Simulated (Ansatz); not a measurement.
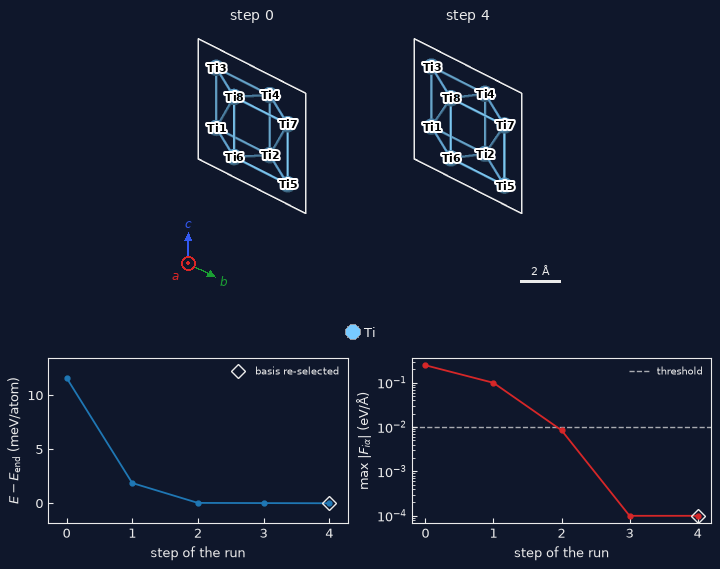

First and last geometry of a relaxation of a crystal of Ti (set up in Cmcm), with the history of the run. The picture is a ball-and-stick view of the reduced cell, seen along the a axis. Lengths and directions refer to the drawn axes.

Theory: DFT LDA, scalar-relativistic, plane waves, PAW; settings changed in Ansatz.

The input:
```yaml
crystal:
  lattice:
    - [6.0280874511, 0.0, 0.0]
    - [-2.7322371782, 5.3733340041, 0.0]
    - [0.0, 0.0, 4.1920572935]
  atoms:
    - { symbol: Ti, position: [0.1666666667, 0.3333333333, 0.25] }
    - { symbol: Ti, position: [0.6666666667, 0.3333333333, 0.25] }
    - { symbol: Ti, position: [0.1666666667, 0.8333333333, 0.25] }
    - { symbol: Ti, position: [0.6666666667, 0.8333333333, 0.25] }
    - { symbol: Ti, position: [0.8333333333, 0.1666666667, 0.75] }
    - { symbol: Ti, position: [0.3333333333, 0.1666666667, 0.75] }
    - { symbol: Ti, position: [0.8333333333, 0.6666666667, 0.75] }
    - { symbol: Ti, position: [0.3333333333, 0.6666666667, 0.75] }
basis:
  ecutwfc: 420
kpoints:
  mp_grid: { grid: [7, 7, 8] }
hamiltonian:
  xc: lda
scf:
  occupations: { method: gaussian, width: 0.1 }
  mixing: { algorithm: msr1, beta: 0.3, ndim: 4 }
  initial_density: { chi_scale: 0.0 }
output:
  forces: true
  eigenvalues: true
  stress: true
relax:
  adjacent_minimum: "off"
  f_tol: 0.01
  max_steps: 50
  cell: { fix: [a, b, gamma], stress_tol: 0.1 }
```

Launched with:
```bash
ansatz run input.yaml --threads 8 --pin off --max-ram 20480MiB --backend cpu --events-out ev --progress --plain --runs-dir out
```

Q: Did the run converge, and what did it change?

A: It converged. After 3 accepted moves (4 points after the start) the energy has fallen by 11.6 meV per atom. Largest force component: 0.25 eV/Å at the start, under 0.0001 eV/Å at the end. Pressure: −5.42 GPa at the start and −6.14 GPa at the end. At 1 point the geometry stayed and the basis and grid were re-selected for the new cell (energy shift of less than 0.05 meV per atom at most each time). The largest moves relative to the cell, 0.075 Å, are those of 8 atoms (Ti1, Ti2, Ti3, Ti4 and others). Ti8 goes along [0 1 −1]. Cell: a 4.192 → 4.208 Å (+0.4 %), b = c unchanged at 6.028 Å. Volume +0.4 %. Near-neighbour distances that change, for instance: Ti1–Ti6 2.707 → 2.810 Å, Ti1–Ti5 2.759 → 2.722 Å. The space group stays Cmcm (No. 63). The run took 39 s on 8 threads of Intel(R) Xeon(R) Processor @ 2.70GHz (shared host), peak memory 1 GiB.
